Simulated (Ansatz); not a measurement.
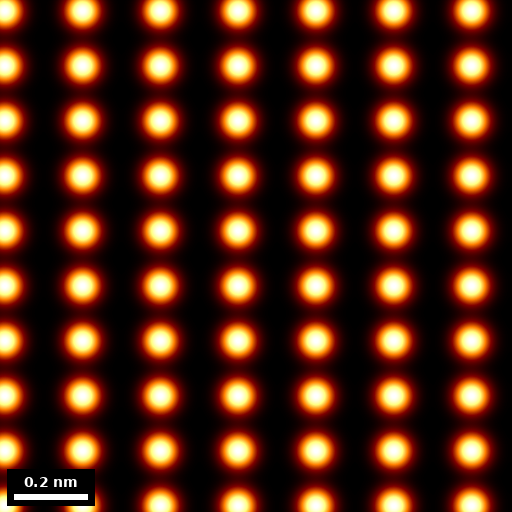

Z-contrast image of a crystal. Simulated incoherent Z contrast: every atom adds Z^1.7 spread by a probe of 0.75 Å full width; channelling and multiple scattering are left out.

> What two-dimensional lattice does the image show, and how large is its cell?

The pattern repeats on a rectangular net of 1.5 × 2.1 Å.

> Which plane group does this projection have?

p2mm: mirror lines in two perpendicular directions, with twofold points where they cross.

> How many columns does the smallest repeating cell hold, and how many levels of brightness?

1 column in the primitive cell of 3.2 Å², all of one brightness.

The crystal is Rh (Im-3m, No. 229) seen along [110]. Atomic positions: the input geometry of a calculation; the starting structure was generated, so it need not be a known form of this composition.
